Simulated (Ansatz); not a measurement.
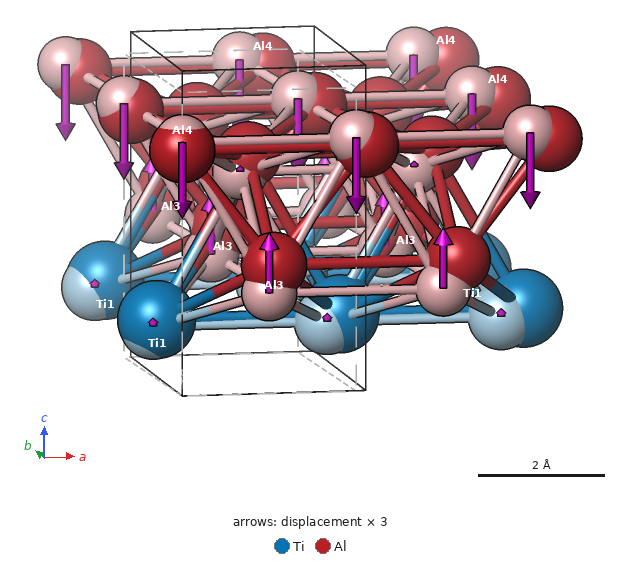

A symmetric starting cell of TiAl$_{3}$, drawn pale, and a changed version of it, drawn solid. The purple arrows show how the atoms are displaced (without the part that the change of the cell carries along), magnified 3 times. Besides, the cell is strained by +7.1 % along c, +6.9 % roughly along [3 1 0], −0.4 % along [1 −2 0] (volume +14.0 %). Style: ball-and-stick. Shown: the cell of the calculation, repeated 2 × 2 × 1 with one cell outlined, slightly off an axis.

Theory: DFT PBE, scalar-relativistic, plane waves, PAW in Ansatz 0.2.0. Settings: plane-wave cutoff 420 eV; k-point mesh 14 × 10 × 10; occupations gaussian; smearing width 0.1 eV; no spin polarisation.

Question: How are the atoms displaced, and what does the calculation give?

Answer: Atoms are displaced by up to 0.42 Å (root mean square over those that move 0.27 Å) relative to the cell: Ti 0.05 Å along +c. No relaxation follows. The starting cell wasn't computed here and needn't be at equilibrium, so pressure and forces aren't due to the change alone. The pressure is −4.1 GPa (not all of it need come from the change, since the unchanged cell can be under pressure at this level too). The principal stresses (compression positive) are −8.7 GPa along [2 3 0] and −1.8 GPa across it. The largest force is 3.3 eV/Å, on an Al atom. The forces point straight back along the displacements (cosine −0.98). Near-neighbour distances before and after: Al–Al 2.811 → 3.668 Å, Al–Al 2.859 → 2.425 to 2.886 Å, Al–Ti 2.848 → 2.964 to 3.218 Å, Al–Ti 2.826 → 3.029 Å. The space group (tolerance 0.01 Å) goes from Pmm2 (No. 25) to P2 (No. 3).
